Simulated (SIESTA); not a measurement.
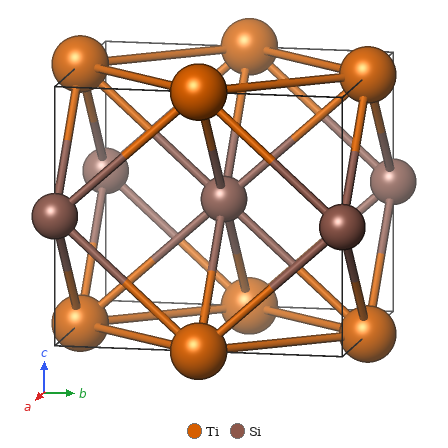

System: TiSi, space group Cmmm (No. 65). The picture shows the conventional cell.

The given structure:
```
Ti Si
1.0
     1.81618   -2.11762    0.00000
     1.81618    2.11762    0.00000
     0.00000    0.00000    3.80393
Ti Si
1 1
Cartesian
  1.8162 0.0000 0.0000
  0.0000 0.0000 1.9020
```

Calculation (SIESTA 5.4.2): DFT in numerical atomic orbitals with pseudopotentials, no spin polarisation; energies at scaled volumes of the given cell, shape and fractions fixed, counted from the fit's minimum, third-order Birch-Murnaghan fit. Level: LDA.

k mesh 10×10×7; occupations Fermi–Dirac; smearing width 0.05 eV; potentials PseudoDojo 0.4 standard, converted to PSML, two zetas on semicore shells; program settings basis DZP, mesh cutoff 800 Ry.

Describe the result: the energy and pressure against volume. The volume takes the values 13.75, 14.04, 14.34, 14.63, 14.92, 15.22, 15.51 Å³/atom.

A third-order Birch–Murnaghan fit gives V0 = 13.86 Å³/atom, B0 = 153 GPa and B′ = 4.0. The energy rises from 0.41 meV/atom at volume 13.75 Å³/atom to 77.61 meV/atom at 15.51 Å³/atom. The pressure falls from 1.20 GPa at volume 13.75 Å³/atom to −13.74 GPa at 15.51 Å³/atom, and changes sign near 13.86 Å³/atom.

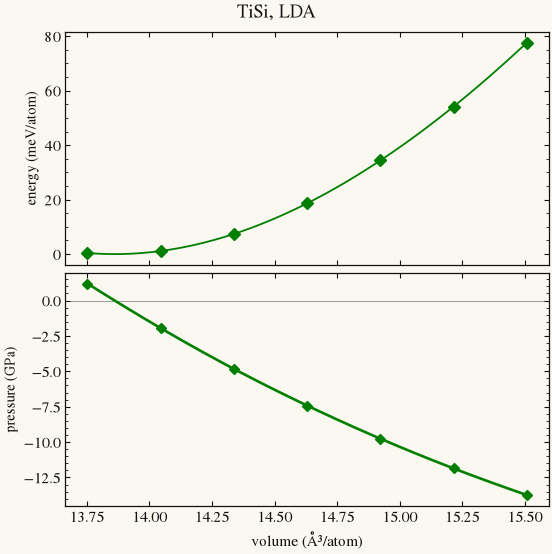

Keep in mind: mulliken charges of long orbitals; shape and atomic fractions are frozen while scaling, which makes layered, chain and framework solids too stiff.
